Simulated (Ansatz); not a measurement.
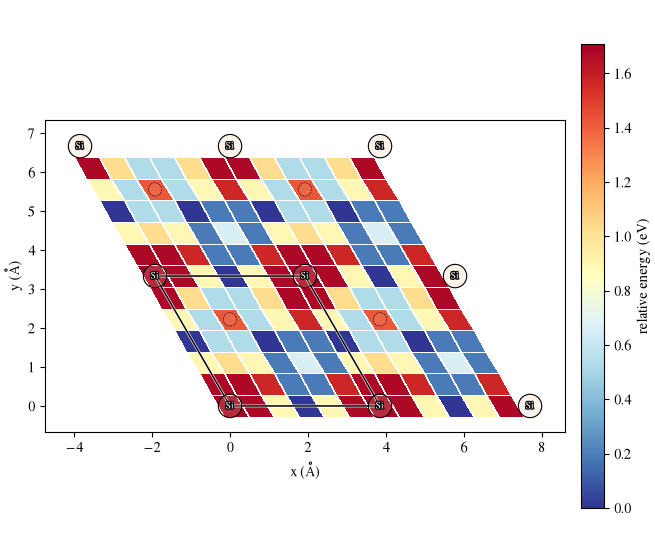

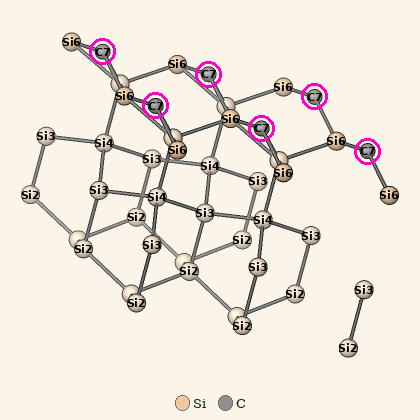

Energy landscape of C on a Si(001) slab cut from the P6_3/mmc phase, its upper half relaxed before the scan (6 atoms of substrate and one adsorbate in a 1 × 1 cell). C is moved over the surface cell; relaxed at each place: the height of the adsorbate's atoms; substrate rigid; the origin of the map has the adsorbate above Si6. Places are given modulo a cell vector. The map is drawn in real space over the plane of the surface. The grid has 6 × 6 points; 10 points were computed and 26 follow by symmetry. Energies are in eV, from the lowest grid point. Energies and slopes of some neighbouring points disagree (a jump in structure or state, or too coarse a mesh). At some places the adsorbate sinks to or below the level of the top layer. The magnetic moment jumps between some neighbouring points. With one adsorbate in each 1 × 1 cell, its nearest image is 3.9 Å away, so neighbouring adsorbates interact. Level of theory: DFT PBE, scalar-relativistic, plane waves, PAW (Ansatz 0.2.0). Settings: cutoff 420 eV, k-mesh 9×9×1, gaussian smearing 0.05 eV, spin-polarised.

In the figure: one coloured cell a grid point, labelled circles for the atoms of the top layer and small ones for the second layer, the outline of one cell of the 2 × 2 shown. The second picture is the structure at the lowest point; rings mark the moved atoms.

What does the map say about the system?

Answer. The lowest grid point is at a bridge site between two Si atoms, (0/6, 3/6) of the cell vectors. The same energy is found at a bridge site between two Si atoms, (3/6, 0/6) of the cell vectors; a bridge site between two Si atoms, (3/6, 3/6) of the cell vectors. The highest grid point, the top site over a surface Si atom, (0/6, 0/6) of the cell vectors, lies 1.71 eV above the lowest. At the lowest point the adsorbate has 1 Si at 1.77 Å as nearest neighbours, at the highest 1 Si at 1.89 Å. Its relaxed height above the top atom is 0.70 Å at the lowest and 1.89 Å at the highest point.

Grid values (eV):

| second ↓, first → | 0/6 | 1/6 | 2/6 | 3/6 | 4/6 | 5/6 |
| --- | --- | --- | --- | --- | --- | --- |
| 5/6 | 1.68 | 1.03 | 0.53 | 0.53 | 1.03 | 1.68 |
| 4/6 | 0.90 | 0.53 | 1.42 | 0.53 | 0.90 | 1.57 |
| 3/6 | 0.00 | 0.53 | 0.53 | 0.00 | 0.19 | 0.19 |
| 2/6 | 0.90 | 1.03 | 0.90 | 0.19 | 0.66 | 0.19 |
| 1/6 | 1.68 | 1.68 | 1.57 | 0.19 | 0.19 | 1.57 |
| 0/6 | 1.71 | 1.68 | 0.90 | 0.00 | 0.90 | 1.68 |

Time for the 10 points that were run: 34 min on 1 thread of AMD EPYC 7R43 64-Core Processor (Zen 3), on a shared host.

PAW datasets: the set soft_1.
